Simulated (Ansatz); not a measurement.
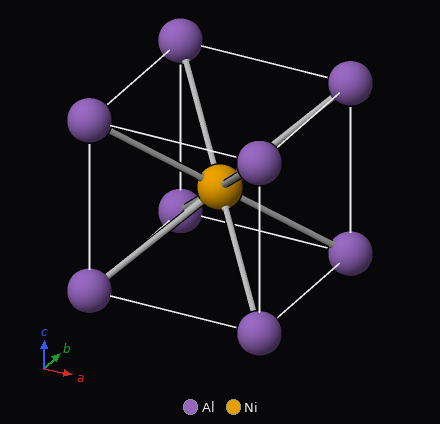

AlNi, space group Pm-3m (No. 221), a = 2.881 Å, b = 2.881 Å, c = 2.881 Å, α = 90.00°, β = 90.00°, γ = 90.00°

```csv
site,Wyckoff,x,y,z
Al,1a,0.0000,0.0000,0.0000
Ni,1b,0.5000,0.5000,0.5000
```

Source: a calculation's input that goes back to an entry of the Crystallography Open Database (an earlier step may have relaxed or displaced it).

How is the cell volume shared among the sites in a plain Voronoi partition?

| site | faces above 1 % of the sphere | volume (Å³) | solid angle by neighbour (%) |
| --- | --- | --- | --- |
| Al | 14 | 11.96 | Ni 79 Al 21 |
| Ni | 14 | 11.96 | Al 79 Ni 21 |

Weighted by multiplicity the volumes add up to the cell volume, 23.9 Å³.

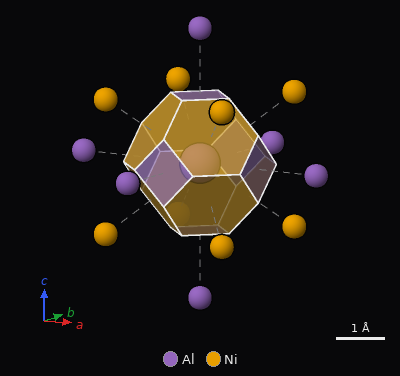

The computed Voronoi cell of Al, with the neighbours that bound it.
